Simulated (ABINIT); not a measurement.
# InP (F-43m): G0W0 in ABINIT against the plane-wave cutoff

How does the gap of InP (F-43m) converge in the plane-wave cutoff?

Program: ABINIT 10.8.3. Level of theory: PBE and many-body steps on it, plane waves. Results are calculated unless marked as measured.

The database entry behind the starting cell differs from later determinations by our own check (0.1 to 0.3 % short, probably kX units), so it need not match the best structure at ambient conditions.

## 1. The structure

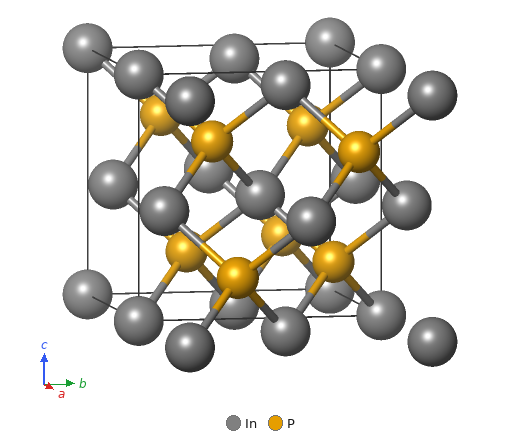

Start, viewed slightly off an axis; indium grey, phosphorus orange. 2×1×1 cells are drawn. This picture shows the conventional cell, with its axes. Bonds to atoms that aren't drawn are left out. Some periodic images of atoms are drawn too.

Coordinates:

```cif
data_structure
_symmetry_space_group_name_H-M 'P 1'
_symmetry_Int_Tables_number 1
_cell_length_a 4.1444
_cell_length_b 4.1444
_cell_length_c 4.1444
_cell_angle_alpha 60.000
_cell_angle_beta 60.000
_cell_angle_gamma 60.000
_cell_volume 50.33
loop_
_atom_site_label
_atom_site_type_symbol
_atom_site_fract_x
_atom_site_fract_y
_atom_site_fract_z
_atom_site_occupancy
In1 In 0.00000 0.00000 0.00000 1
P2 P 0.25000 0.25000 0.25000 1
```

The cell and positions come from the Crystallography Open Database and are kept as given unless a step says otherwise.

## 2. Empty states on the mesh, 4×4×4 mesh, 340 bands

This step: ABINIT 10.8.3; DFT, PBE, plane waves, norm-conserving pseudopotentials.

The sums over transitions need many empty states on a uniform mesh; this step solves for them.

The input, run.abi:

```
acell 3*1.0 Angstrom
rprim 
  -0.000000000000 2.930500000000 2.930500000000
  2.930500000000 -0.000000000000 2.930500000000
  2.930500000000 2.930500000000 -0.000000000000
ntypat 2
znucl 49 15
natom 2
typat 1 2
xred 
  0.000000000000 0.000000000000 0.000000000000
  0.250000000000 0.250000000000 0.250000000000
pp_dirpath "pseudos"
pseudos "In.upf, P.upf"
ecut 31
ngkpt 4 4 4
nshiftk 1
shiftk 0 0 0
kptopt 1
chksymbreak 0
irdden 1
istwfk *1
nband 340
prtvol 0
optdriver 6
gwr_task "HDIAGO"
paral_kgb 0
occopt 1
indata_prefix "in"
outdata_prefix "out"
tmpdata_prefix "tmp"
```

Started as:

```console
OMP_NUM_THREADS=1 mpirun -n 4 abinit run.abi > log
```

Numbers of over 12 decimals in the logs are rounded to 6 here.

What it wrote:

```text
.Version 10.8.3 of ABINIT. v10.8.2 released Aug 2026.

 Symmetries : space group F-4 3 m (#216); Bravais cF (face-center cubic)
[... echo of the input left out ...]
== DATASET  1 ==================================================================
-   mpi_nproc: 4, omp_nthreads: 1 (-1 if OMP is not activated)

--- !DatasetInfo
iteration_state: {dtset: 1, }
dimensions: {natom: 2, nkpt: 8, mband: 340, nsppol: 1, nspinor: 1, nspden: 1, mpw: 2826, }
cutoff_energies: {ecut:  31.0, pawecutdg:  -1.0, }
[...]
Direct band gap semiconductor
 Fundamental gap:     0.709 (eV)
   VBM:     4.474 (eV) at k: [ 0.0000E+00,  0.0000E+00,  0.0000E+00]
   CBM:     5.183 (eV) at k: [ 0.0000E+00,  0.0000E+00,  0.0000E+00]
 Direct gap:         0.709 (eV) at k: [ 0.0000E+00,  0.0000E+00,  0.0000E+00]

== END DATASET(S) ==============================================================
================================================================================

 -outvars: echo values of variables after computation  --------
           etotal      0.0000000000E+00
            nband         340
             nkpt           8
          spgroup         216
 [... the other variables as echoed above ...]

 Calculation completed.
```

Run time: 42 s. Hardware: 4 MPI ranks of Arm Neoverse V1, shared host; peak memory 2 GiB.

This step gave:

```yaml
gap: 0.7094 eV
k_of_the_valence_top: 0, 0, 0
k_of_the_conduction_bottom: 0, 0, 0
least_direct_gap: 0.7094 eV
k_points_computed: 8
lowest_point_of_the_top_converged_band_above_the_valence_top: 186.6965 eV
```

On this mesh the gap is 0.709 eV.

The density comes from a self-consistent run that is not shown.

## 3. Empty states on the mesh, 4×4×4 mesh, 98 bands

run.abi: that of step 2 with these lines changed.

```diff
@@ -14,3 +14,3 @@
 pseudos "In.upf, P.upf"
-ecut 31
+ecut 19
 ngkpt 4 4 4
@@ -22,3 +22,3 @@
 istwfk *1
-nband 340
+nband 98
 prtvol 0
```

What it wrote:

```text
[banner, memory and clock lines left out]
.Version 10.8.3 of ABINIT. v10.8.2 released Aug 2026.

 Symmetries : space group F-4 3 m (#216); Bravais cF (face-center cubic)
[... echo of the input left out ...]
== DATASET  1 ==================================================================
-   mpi_nproc: 4, omp_nthreads: 1 (-1 if OMP is not activated)

--- !DatasetInfo
iteration_state: {dtset: 1, }
dimensions: {natom: 2, nkpt: 8, mband: 98, nsppol: 1, nspinor: 1, nspden: 1, mpw: 1363, }
cutoff_energies: {ecut:  19.0, pawecutdg:  -1.0, }
[...]
Integrated=    1.8000E+01

 === KS gaps after direct diagonalization ===
 Direct band gap semiconductor
 Fundamental gap:     0.674 (eV)
   VBM:     4.501 (eV) at k: [ 0.0000E+00,  0.0000E+00,  0.0000E+00]
   CBM:     5.175 (eV) at k: [ 0.0000E+00,  0.0000E+00,  0.0000E+00]
 Direct gap:         0.674 (eV) at k: [ 0.0000E+00,  0.0000E+00,  0.0000E+00]

== END DATASET(S) ==============================================================

 -outvars: echo values of variables after computation  --------
           etotal      0.0000000000E+00
            nband          98
             nkpt           8
          spgroup         216
 [... the other variables as echoed above ...]

 Calculation completed.
```

It took 6.8 s on 4 MPI ranks; peak memory 0.65 GiB; 27 s of CPU time.

Numbers from this step:

* gap: 0.6742 eV
* k of the valence top: 0, 0, 0
* k of the conduction bottom: 0, 0, 0
* least direct gap: 0.6742 eV
* k points computed: 8
* lowest point of the top converged band, above the valence top: 69.2591 eV

On this mesh the gap is 0.674 eV.

## 4. Empty states on the mesh, 4×4×4 mesh, 98 bands

run.abi: that of step 3 with these lines changed.

```diff
@@ -14,3 +14,3 @@
 pseudos "In.upf, P.upf"
-ecut 19
+ecut 25
 ngkpt 4 4 4
```

What it wrote:

```text
[banner, memory and clock lines left out]
.Version 10.8.3 of ABINIT. v10.8.2 released Aug 2026.

 Symmetries : space group F-4 3 m (#216); Bravais cF (face-center cubic)
[... echo of the input left out ...]
== DATASET  1 ==================================================================
-   mpi_nproc: 4, omp_nthreads: 1 (-1 if OMP is not activated)

--- !DatasetInfo
iteration_state: {dtset: 1, }
dimensions: {natom: 2, nkpt: 8, mband: 98, nsppol: 1, nspinor: 1, nspden: 1, mpw: 2085, }
cutoff_energies: {ecut:  25.0, pawecutdg:  -1.0, }
[...]
Integrated=    1.8000E+01

 === KS gaps after direct diagonalization ===
 Direct band gap semiconductor
 Fundamental gap:     0.708 (eV)
   VBM:     4.476 (eV) at k: [ 0.0000E+00,  0.0000E+00,  0.0000E+00]
   CBM:     5.184 (eV) at k: [ 0.0000E+00,  0.0000E+00,  0.0000E+00]
 Direct gap:         0.708 (eV) at k: [ 0.0000E+00,  0.0000E+00,  0.0000E+00]

== END DATASET(S) ==============================================================

 -outvars: echo values of variables after computation  --------
           etotal      0.0000000000E+00
            nband          98
             nkpt           8
          spgroup         216
 [... the other variables as echoed above ...]

 Calculation completed.
```

Run time: 18 s. Hardware: 4 MPI ranks; peak memory 1.1 GiB.

This step gave:

```yaml
gap: 0.7081 eV
k_of_the_valence_top: 0, 0, 0
k_of_the_conduction_bottom: 0, 0, 0
least_direct_gap: 0.7081 eV
k_points_computed: 8
lowest_point_of_the_top_converged_band_above_the_valence_top: 69.0029 eV
```

On this mesh the gap is 0.708 eV.

## 5. Empty states on the mesh, 4×4×4 mesh, 98 bands

run.abi: that of step 4 with these lines changed.

```diff
@@ -14,3 +14,3 @@
 pseudos "In.upf, P.upf"
-ecut 25
+ecut 39
 ngkpt 4 4 4
@@ -20,2 +20,3 @@
 chksymbreak 0
+iscf -2
 irdden 1
@@ -23,7 +24,6 @@
 nband 98
+nbdbuf 8
+tolwfr 1e-09
+nstep 60
 prtvol 0
-optdriver 6
-gwr_task "HDIAGO"
-paral_kgb 0
-occopt 1
 indata_prefix "in"
```

What it wrote:

```text
.Version 10.8.3 of ABINIT. v10.8.2 released Aug 2026.

 Symmetries : space group F-4 3 m (#216); Bravais cF (face-center cubic)
[... echo of the input left out ...]
== DATASET  1 ==================================================================
-   mpi_nproc: 4, omp_nthreads: 1 (-1 if OMP is not activated)

--- !DatasetInfo
iteration_state: {dtset: 1, }
dimensions: {natom: 2, nkpt: 8, mband: 98, nsppol: 1, nspinor: 1, nspden: 1, mpw: 3984, }
cutoff_energies: {ecut:  39.0, pawecutdg:  -1.0, }
[...]
2.73527    2.73527    2.74310    2.75533    2.75533    2.75533    2.81350    2.81350
   2.83578    2.83578    2.83578    2.98813    2.98824    2.98887    2.99969    3.00067
   3.00270    3.00405
 prteigrs : prtvol=0 or 1, do not print more k-points.

== END DATASET(S) ==============================================================
================================================================================

 -outvars: echo values of variables after computation  --------
            nband          98
             nkpt           8
          spgroup         216
 [... the other variables as echoed above ...]

 Calculation completed.
```

Run time: 26 s. Hardware: 4 MPI ranks; peak memory 0.33 GiB; 1.7 min of CPU time.

This step gave:

```
gap                                                           : 0.7091 eV
k of the valence top                                          : 0, 0, 0
k of the conduction bottom                                    : 0, 0, 0
least direct gap                                              : 0.7091 eV
k points computed                                             : 8
lowest point of the top converged band, above the valence top : 68.9583 eV
```

On this mesh the gap is 0.709 eV.

## 6. Screening, 4×4×4 mesh, 90 bands, screening to 163.3 eV

The RPA dielectric matrix is built and inverted for each q.

This step: RPA screening on PBE, plane waves, norm-conserving pseudopotentials.

run.abi: that of step 5 with these lines changed.

```diff
@@ -14,3 +14,3 @@
 pseudos "In.upf, P.upf"
-ecut 39
+ecut 19
 ngkpt 4 4 4
@@ -20,10 +20,11 @@
 chksymbreak 0
-iscf -2
-irdden 1
 istwfk *1
-nband 98
-nbdbuf 8
-tolwfr 1e-09
-nstep 60
-prtvol 0
+occopt 1
+irdwfk 1
+optdriver 3
+nband 90
+ecuteps 6
+inclvkb 2
+awtr 1
+symchi 1
 indata_prefix "in"
```

What it wrote:

```text
.Version 10.8.3 of ABINIT. v10.8.2 released Aug 2026.

 Symmetries : space group F-4 3 m (#216); Bravais cF (face-center cubic)
[... echo of the input left out ...]
== DATASET  1 ==================================================================
-   mpi_nproc: 4, omp_nthreads: 1 (-1 if OMP is not activated)

--- !DatasetInfo
iteration_state: {dtset: 1, }
dimensions: {natom: 2, nkpt: 8, mband: 90, nsppol: 1, nspinor: 1, nspden: 1, mpw: 1363, }
cutoff_energies: {ecut:  19.0, pawecutdg:  -1.0, }
electrons: {nelect:   1.80000000E+01, charge:   0.00000000E+00, occopt:   1.00000000E+00, tsmear:   1.00000000E-02, }

 SCREENING: Calculation of the susceptibility and dielectric matrices

 Based on a program developped by R.W. Godby, V. Olevano, G. Onida, and L. Reining.
 Incorporated in ABINIT by V. Olevano, G.-M. Rignanese, and M. Torrent.
.Using double precision arithmetic ; gwpc =  8

[... cell and pseudopotentials left out ...]
--------------------------------------------------------------------------------

 ==== K-mesh for the wavefunctions ====
 Number of points in the irreducible wedge :     8
[... list of points left out ...]
 Together with 24 symmetry operations and time-reversal symmetry
 yields    64 points in the full Brillouin Zone.

 ==== Q-mesh for the screening function ====
 Number of points in the irreducible wedge :     8
[... list of points left out ...]
 Together with 24 symmetry operations and time-reversal symmetry
 yields    64 points in the full Brillouin Zone.

 setmesh: FFT mesh size selected  =    24x   24x   24
          total number of points  =        13824

 vcoul_init : cutoff-mode = AUXILIARY_FUNCTION
 q-points for optical limit:   1
     1)      0.000010    0.000020    0.000030

- screening: taking advantage of time-reversal symmetry
- Maximum band index for partially occupied states nbvw = 9
- Remaining bands to be divided among processors   nbcw = 81
- Number of bands treated by each node ~20

 Number of electrons calculated from density =   18.0000; Expected =   18.0000
 average of density, n =  0.052993
 r_s =    1.6516
 omega_plasma =   22.2058 [eV]

 calculating chi0 at frequencies [eV] :
  1    0.000000E+00    0.000000E+00
  2    0.000000E+00    2.220578E+01

--------------------------------------------------------------------------------
  q-point number  1        q = ( 0.000000, 0.000000, 0.000000) [r.l.u.]
--------------------------------------------------------------------------------
[... chi0 elements left out ...]
 For q-point:  0.000010 0.000020 0.000030
  dielectric constant =  47.7473
  dielectric constant without local fields =  50.4307

  Average fulfillment of the sum rule on Im[epsilon] for q-point    1 :     79.15  [%]
[... wings left out ...]
  q-point number  2        q = ( 0.250000, 0.000000, 0.000000) [r.l.u.]
--------------------------------------------------------------------------------
[... chi0 elements left out ...]
  Average fulfillment of the sum rule on Im[epsilon] for q-point    2 :    103.99  [%]

 [... 6 further q-points ...]
```

Wall time 17 s (4 MPI ranks); peak memory 0.49 GiB; 68 s of CPU time.

This step gave:

| Quantity | Value |
| --- | --- |
| ε∞ with local fields, on this mesh, along the program's q direction | 47.75 |
| the same without local fields | 50.43 |
| plasma frequency | 22.21 eV |
| plane waves in the screening matrix | 259 |

Local fields lower ε∞ by 5 %. On a Γ-centred mesh this coarse the value itself is usually too large, while a short band sum pulls it down.

## 7. 19 Ha

This step: G0W0 on PBE, plane waves, norm-conserving pseudopotentials.

run.abi: that of step 6 with these lines changed.

```diff
@@ -23,8 +23,15 @@
 irdwfk 1
-optdriver 3
+optdriver 4
 nband 90
+gwcalctyp 0
+ecutsigx 19
+symsigma 1
+nkptgw 1
+kptgw 
+  0.0000000000 0.0000000000 0.0000000000
+bdgw 
+  7 13
 ecuteps 6
-inclvkb 2
-awtr 1
-symchi 1
+irdscr 1
+ppmodel 1
 indata_prefix "in"
```

What it wrote:

```text
.Version 10.8.3 of ABINIT. v10.8.2 released Aug 2026.

 Symmetries : space group F-4 3 m (#216); Bravais cF (face-center cubic)
[... echo of the input left out ...]
== DATASET  1 ==================================================================
-   mpi_nproc: 4, omp_nthreads: 1 (-1 if OMP is not activated)

--- !DatasetInfo
iteration_state: {dtset: 1, }
dimensions: {natom: 2, nkpt: 8, mband: 90, nsppol: 1, nspinor: 1, nspden: 1, mpw: 1363, }
cutoff_energies: {ecut:  19.0, pawecutdg:  -1.0, }
electrons: {nelect:   1.80000000E+01, charge:   0.00000000E+00, occopt:   1.00000000E+00, tsmear:   1.00000000E-02, }

 SIGMA: Calculation of the GW corrections

 Based on a program developped by R.W. Godby, V. Olevano, G. Onida, and L. Reining.
 Incorporated in ABINIT by V. Olevano, G.-M. Rignanese, and M. Torrent.
.Using double precision arithmetic ; gwpc =  8

[... cell and pseudopotentials left out ...]
--------------------------------------------------------------------------------

 ==== K-mesh for the wavefunctions ====
 Number of points in the irreducible wedge :     8
[... list of points left out ...]
 Together with 24 symmetry operations and time-reversal symmetry
 yields    64 points in the full Brillouin Zone.

 ==== Q-mesh for screening function ====
 Number of points in the irreducible wedge :     8
[... list of points left out ...]
 Together with 24 symmetry operations and time-reversal symmetry
 yields    64 points in the full Brillouin Zone.

 vcoul_init : cutoff-mode = AUXILIARY_FUNCTION
 q-points for optical limit:   1
     1)      0.000010    0.000020    0.000030
 setmesh: FFT mesh size selected  =    32x   32x   32
          total number of points  =        32768

 Number of electrons calculated from density =   18.0000; Expected =   18.0000
 average of density, n =  0.052993
 r_s =    1.6516
 omega_plasma =   22.2058 [eV]

 === KS Band Gaps ===
  >>>> For spin  1
   Minimum direct gap =   0.6742 [eV], located at k-point      :   0.0000  0.0000  0.0000
   Fundamental gap    =   0.6742 [eV], Top of valence bands at :   0.0000  0.0000  0.0000
                                       Bottom of conduction at :   0.0000  0.0000  0.0000
 SIGMA fundamental parameters:
 PLASMON POLE MODEL  1
 number of plane-waves for SigmaX                 1363
 number of plane-waves for SigmaC and W            259
 number of plane-waves for wavefunctions          1363
 number of bands                                    90
 number of independent spin polarizations            1
 number of spinorial components                      1
 number of k-points in IBZ                           8
 number of q-points in IBZ                           8
 number of symmetry operations                      24
 number of k-points in BZ                           64
 number of q-points in BZ                           64
 number of frequencies for dSigma/dE                 9
 frequency step for dSigma/dE [eV]                0.25
 number of omega for Sigma on real axis              0
 max omega for Sigma on real axis  [eV]           0.00
 zcut for avoiding poles [eV]                     0.10

 EPSILON^-1 parameters (SCR file):
 dimension of the eps^-1 matrix on file            259
 dimension of the eps^-1 matrix used               259
 number of plane-waves for wavefunctions          1363
 number of bands                                    90
 number of q-points in IBZ                           8
 number of frequencies                               2
 number of real frequencies                          1
 number of imag frequencies                          1

 matrix elements of self-energy operator (all in [eV])

 Perturbative Calculation

--- !SelfEnergy_ee
iteration_state: {dtset: 1, }
kpoint     : [   0.000,    0.000,    0.000, ]
spin       : 1
KS_gap     :    0.674
QP_gap     :    0.949
Delta_QP_KS:    0.274
data: !SigmaeeData |
     Band     E0 <VxcDFT>   SigX SigC(E0)      Z dSigC/dE  Sig(E)    E-E0       E
        7   4.501 -12.510 -14.154   1.299   0.772  -0.295 -12.776  -0.267   4.234
        8   4.501 -12.510 -14.154   1.299   0.772  -0.295 -12.776  -0.267   4.234
        9   4.501 -12.510 -14.154   1.299   0.772  -0.295 -12.776  -0.267   4.234
       10   5.175 -11.343  -7.565  -3.769   0.785  -0.273 -11.335   0.008   5.183
       11   8.566 -10.248  -6.417  -3.916   0.790  -0.266 -10.315  -0.067   8.499
       12   8.566 -10.248  -6.417  -3.916   0.790  -0.266 -10.315  -0.067   8.499
       13   8.566 -10.248  -6.417  -3.916   0.790  -0.266 -10.315  -0.067   8.499

== END DATASET(S) ==============================================================
================================================================================

 -outvars: echo values of variables after computation  --------
           etotal      0.0000000000E+00
            nband          90
             nkpt           8
          spgroup         216
 [... the other variables as echoed above ...]

 Calculation completed.
```

Run time: 6.6 s. Hardware: 4 MPI ranks; peak memory 0.55 GiB; 26 s of CPU time.

This step gave:

- G0W0 gap on the points computed: 0.9490 eV
- starting gap on the mesh: 0.6742 eV
- k of the valence top: 0, 0, 0
- k of the conduction bottom: 0, 0, 0
- Z at the valence top: 0.772
- Z at the conduction bottom: 0.785
- least direct G0W0 gap on the computed points: 0.9490 eV

(Part 1 of 2 ends here.)

[Paths, hosts, dates, memory and timing lines, banners, echoed tables and standing remarks are left out of the program output.]

[Logs are printed without paths, hosts, clocks, repeated set-up lines and the standing remarks that a program may print on its own settings, such as how far it seeks lower states.]

[Runs of the session that timed out or met a known fault of the program may be left out.]

[No measured gap is set beside runs whose start may be inverted or whose files or cutoffs have a known fault.]

[Hosts, paths, dates, database ids (printed as entryN), source tags and the programs' standing remarks are cut or masked in the printed files.]

[G0W0 gaps are taken among the corrected bands and points alone; a level outside them can change the order at an edge.]

[Where Ansatz stands beside ABINIT at settings called matched, ABINIT's density can come from a denser mesh and the files from another edition; pairs whose starting gaps differed by over 0.03 eV were left out, so agreement reads better than it is.]
